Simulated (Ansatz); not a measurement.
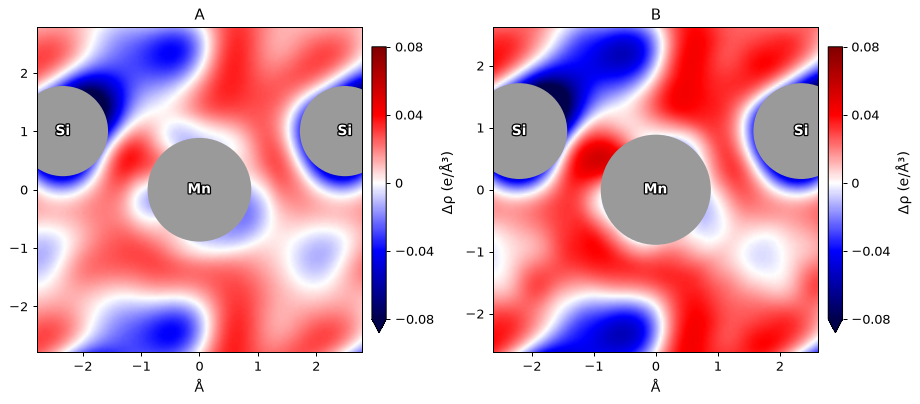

MnSi: deformation density on the (010) plane of the conventional cell at two volumes, with the same fractional coordinates and one colour scale. Grey discs cover the cores.

Space group P2_13; spin-polarised.

Theory: DFT PBE, scalar-relativistic, plane waves, PAW in Ansatz 0.2.0.

How do the two volumes compare, and how does the bonding charge respond?

Answer. A is the larger cell: A has 120 % of the volume of B. From B to A, Mn–Si goes from 2.30 to 2.44 Å, and Δρ at its midpoint from +0.08 to +0.05 e/Å³. The pressure is −4 GPa in B and −21 GPa in A. The rearranged charge is 0.18 e an atom in B and 0.13 e in A. The net moment is 4.00 μB a cell in B and 8.11 μB in A.

Run times: 2.8 min (base cell) and 2.5 min (scaled cell), on 2 threads of Arm Neoverse N1, with other jobs on the host.
